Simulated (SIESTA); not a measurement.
# A series of single points on Pd

System: Pd (1 atom in the cell).
Method: Kohn-Sham DFT of a periodic cell, PBE, PseudoDojo 0.4 standard, converted to PSML, no spin polarisation (SIESTA 5.4.2).

The 7 runs differ only in the geometry, by an even scaling of the cell at fixed fractional positions. The structure derives from a Materials Project entry.

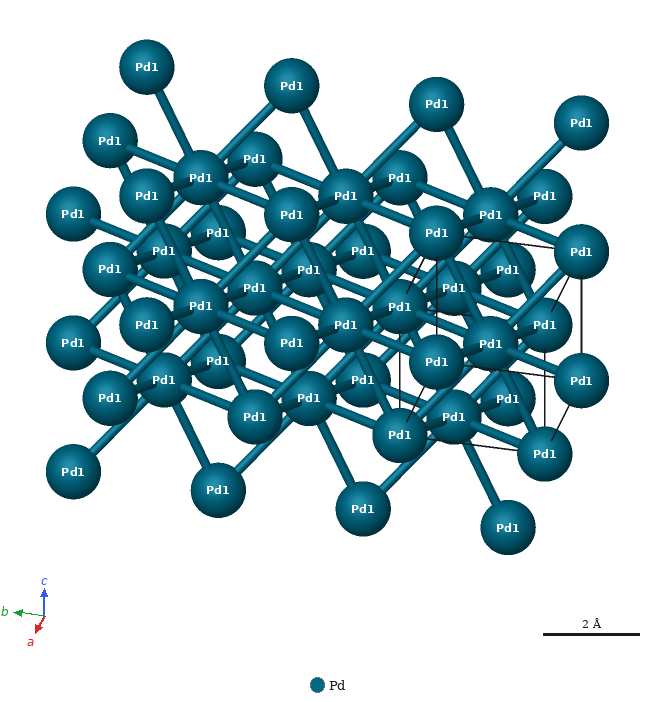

Figure 1. The structure of run 4 (ball-and-stick view of the cell 2 times as large as that of the calculation, set on its symmetry axes, repeated 2 × 3 × 2, seen at an oblique angle; atoms are numbered from 1 in the order of the input).

## The input of run 4
```
SystemName                      Pd
SystemLabel                     Pd
NumberOfSpecies                 1
NumberOfAtoms                   1
%block ChemicalSpeciesLabel
  1  46 Pd
%endblock ChemicalSpeciesLabel
%include structure.fdf

%block kgrid.MonkhorstPack
   12   0   0  0.0
    0  12   0  0.0
    0   0  12  0.0
%endblock kgrid.MonkhorstPack
XC.Functional                   GGA
XC.Authors                      PBE
PAO.BasisSize                   DZP
PAO.EnergyShift                 0.003 Ry
Mesh.Cutoff                     800 Ry
OccupationFunction              FD
ElectronicTemperature           0.05 eV
MaxSCFIterations                120
SCF.MustConverge                false
SCF.Mixer.Method                Pulay
SCF.Mixer.Weight                0.25
SCF.Mixer.History               8
SCF.DM.Tolerance                5.0e-05
SCF.H.Tolerance                 1.0e-03 eV
WriteForces                     true
Charge.Mulliken                 end
%block PAO.Basis
  Pd 5
  n=4 0 2
    2.822 0.000
  n=5 0 2
    8.721 0.000
  n=4 1 2
    3.234 0.000
  n=5 1 1
    8.721
  n=4 2 2
    5.877 0.000
%endblock PAO.Basis
```

## File structure.fdf of run 4
```
LatticeConstant                 1.0 Ang
%block LatticeVectors
    -1.5722810000     1.5722810000     1.5722810000
     1.5722810000    -1.5722810000     1.5722810000
     1.5722810000     1.5722810000    -1.5722810000
%endblock LatticeVectors
AtomicCoordinatesFormat         Fractional
%block AtomicCoordinatesAndAtomicSpecies
     0.0000000000     0.0000000000     0.0000000000  1  Pd
%endblock AtomicCoordinatesAndAtomicSpecies
```

Command:
```bash
siesta Pd.fdf > Pd.out 2>&1
```

Run 2 differs from it as follows:
```diff
-    -1.5722810000     1.5722810000     1.5722810000
-     1.5722810000    -1.5722810000     1.5722810000
-     1.5722810000     1.5722810000    -1.5722810000
+    -1.5510313546     1.5510313546     1.5510313546
+     1.5510313546    -1.5510313546     1.5510313546
+     1.5510313546     1.5510313546    -1.5510313546
```

## Results, with one run withheld

| run | volume per atom (Å³) | free energy per atom, from the lowest run given (meV) | pressure (GPa) |
| --- | --- | --- | --- |
| 1 | 14.614 | 29.85 | 11.16 |
| 2 | 14.925 | ? | ? |
| 3 | 15.236 | 2.95 | 3.15 |
| 4 | 15.547 | 0.00 | −0.07 |
| 5 | 15.858 | 3.09 | −3.03 |
| 6 | 16.169 | 11.50 | −5.56 |
| 7 | 16.480 | 24.44 | −7.69 |

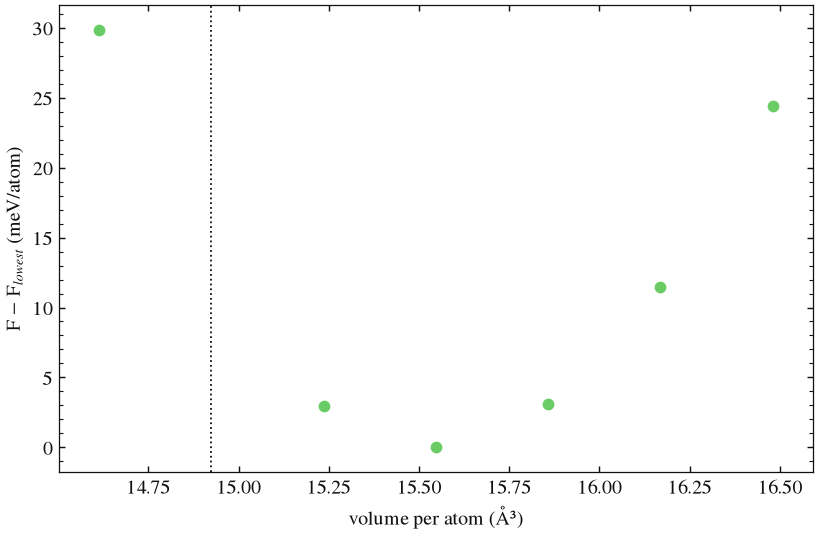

Figure 2. Free energy per atom of the runs given; the dotted line marks run 2.

Estimate the energy of run 2 from the others.

A cubic polynomial in V^(−2/3) (the Birch–Murnaghan form), fitted to the 6 runs given, misses them by at most 0.04 meV per atom. With x = V^(−2/3) − 0.15996 Å⁻², it reads F = 0.30511 − 847.29 x + 6.4665e+05 x² + 2.4258e+06 x³ (meV per atom). At run 2 it gives 12.56 meV per atom, and the run itself gives 12.50. The slope of the fit gives a pressure −dF/dV of 6.86 GPa there, and the run prints 6.85 GPa. The fit has its minimum at 15.536 Å³ per atom, where V d²F/dV² gives 154 GPa: the bulk modulus at this level, since symmetry fixes the shape and the positions.

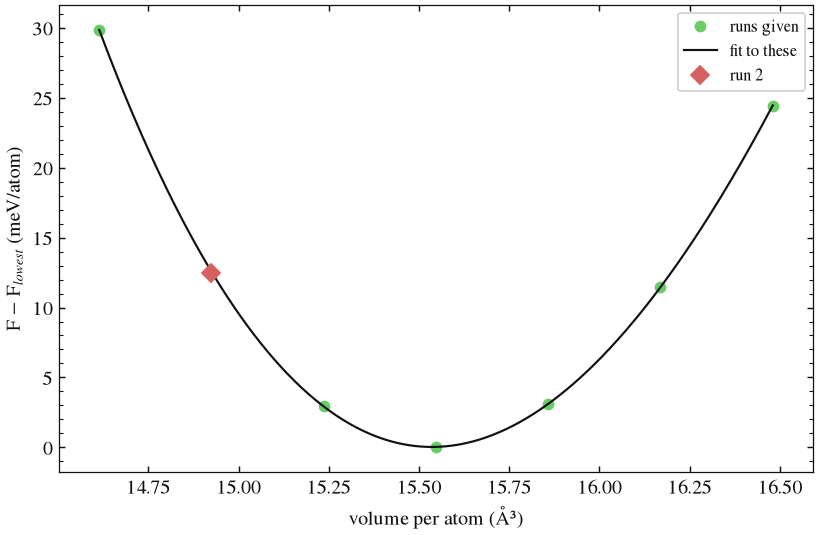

Figure 3. The fit and the withheld run.

## Some lines of the output (run 2)
```
[...]
outcell: Cell volume (Ang**3)        :     14.9253
stepf: Fermi-Dirac step function
siesta: Etot    =     -3686.244867
siesta: FreeEng =     -3686.254802
        iscf     Eharris(eV)        E_KS(eV)     FreeEng(eV)     dDmax    Ef(eV) dHmax(eV)
siesta: E_KS(eV) =            -3686.3459
siesta: E_KS - E_eggbox =     -3686.3459
siesta: Etot    =     -3686.345901
siesta: FreeEng =     -3686.355672
siesta:         Fermi =      -7.414431
siesta: Cell volume =         14.925254 Ang**3
    Orbital volume contribution        =           1.442402 eV
```

Notes: Points of doubt noted for this run: mulliken charges of long orbitals. With a small basis of atomic orbitals these values can differ much from converged plane-wave results.
